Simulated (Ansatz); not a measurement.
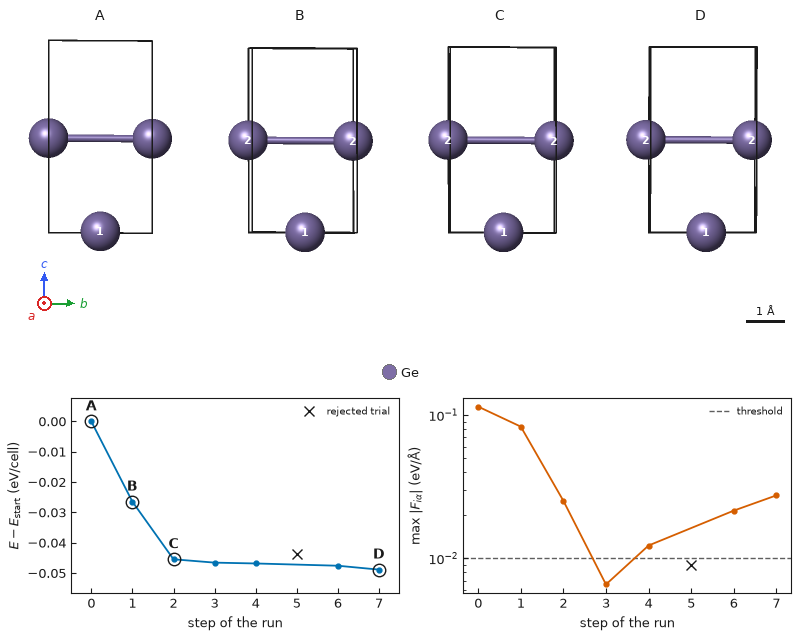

Frames of a relaxation of crystalline Ge (set up in P-1), marked on the history of the run. A ball-and-stick model of the cell of the calculation, seen along the a axis.

Case: all atoms moved at random, sigma 0.1 Å for each component, cell strained at random, sigma 0.01; relaxed back.

These are results of DFT r2SCAN, scalar-relativistic, plane waves, PAW (Ansatz 0.2.0), not measurements. Set-up: plane-wave cutoff 500 eV; k-point mesh 12 × 12 × 8; occupations gaussian; smearing width 0.15 eV; no spin polarisation; cell and atoms relaxed; force threshold 0.01 eV/Å; at most 80 steps.

Describe the path.

The run was cut off at its time limit before the relaxation converged, so the last structure is only a point on the way. After 6 accepted moves (7 points after the start) the energy has fallen by 48.8 meV per cell of the calculation. Largest force component: 0.11 eV/Å at the start, 0.028 eV/Å at the end. The pressure goes from −1.11 to 0.29 GPa. The line search rejected the trial step at point 5 of the run. The largest moves relative to the cell, 0.11 Å, are those of Ge1 and Ge2. Ge1 goes along [3 3 −1]. Cell: a 2.670 → 2.638 Å (−1.2 %), b 2.782 → 2.846 Å (+2.3 %), c 5.157 → 4.980 Å (−3.4 %), α 90.4° → 90.0°, β 90.4° → 90.0°, γ 92.0° → 89.9°. Volume −2.3 %. Among the contacts that change: Ge1–Ge2 3.013 → 2.795 Å, Ge1–Ge2 (another image) 2.867 → 2.946 Å, Ge1–Ge1 2.782 → 2.846 Å, Ge1–Ge2 (another image) 3.003 → 2.949 Å. Bond angles that change, for instance: Ge1–Ge2–Ge2 93.0° → 89.9°, Ge1–Ge2–Ge2 87.0° → 90.1°, Ge1–Ge2–Ge2 119.5° → 122.4°. The space group (tolerance 0.01 Å) goes from P-1 (No. 2) to Pmma (No. 51). From step 0 to 1: Ge atoms move most (0.13 Å), volume −3.5 %, energy −26.4 meV per cell of the calculation. From step 1 to 2: Ge atoms move most (0.05 Å), volume +1.8 %, energy −19.0 meV per cell of the calculation. From step 2 to 7: Ge atoms move most (0.07 Å), volume −0.5 %, energy −3.4 meV per cell of the calculation.
